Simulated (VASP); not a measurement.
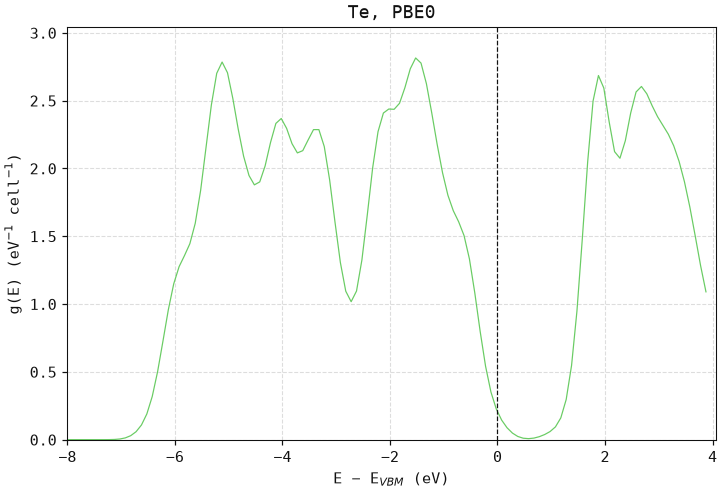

Density of states. Energies are counted from the top of the valence band. The DOS curve is built from the levels of the k mesh with Gaussians 0.55 eV wide, which also blur the band edges; ripples of that width can come from the mesh.

System: Te, space group P3_121 (No. 152), 3 atoms in the cell.

```xyz
3
Lattice="4.4540 0.0000 0.0000 -2.2270 3.8573 0.0000 0.0000 0.0000 5.9240" Properties=species:S:1:pos:R:3 pbc="T T T"
Te    1.6279    2.8197    0.0000
Te   -0.5991    1.0376    3.9493
Te    1.1981    0.0000    1.9747
```

Method: PBE0, VASP PAW PBE potentials, release 64 (Te), no spin polarisation, no spin-orbit coupling, 6×6×4 k mesh, 520 eV cutoff, Gaussian smearing of 0.02 eV (VASP 6.6.1).

### Metal or insulator, going by the density of states?

There is a gap; over the k points computed it is 1.08 eV.

The PAW data sets were made with another functional. Spin-orbit coupling is left out, which matters for Te.
